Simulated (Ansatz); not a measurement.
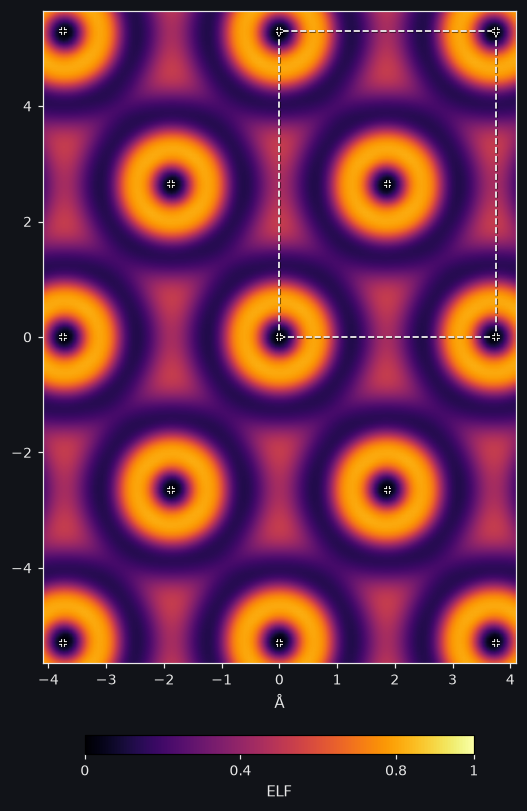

The ELF on a plane through atoms (crosses mark nuclei in the plane).

Theory: DFT, RPBE, plane waves (420 eV) with PAW, scalar-relativistic (Ansatz).

Candidates:
A. Zr, a = 3.75 Å, b = 3.75 Å, c = 3.75 Å, α = 90.00°, β = 90.00°, γ = 90.00°. Space group Im-3m; set up as Zr, bcc; a generated structure, not necessarily the stable one; changed on purpose from its base cell (volume × 1.12); computed pressure about −8 GPa in this cell.
B. Ni, a = 2.78 Å, b = 2.78 Å, c = 2.78 Å, α = 90.00°, β = 90.00°, γ = 90.00°. Space group Im-3m; set up as Ni, bcc; a generated structure, not necessarily the stable one; changed on purpose from its base cell (volume × 0.96); computed pressure about 10 GPa in this cell; spin-polarised.

Which candidate gave the map?

Candidate A: Zr on the (101̄) plane of the conventional cell, which holds Zr. Zr–Zr (3.25 Å): the ELF is about 0.20 at the midpoint; no shared electron pair shows on this line.
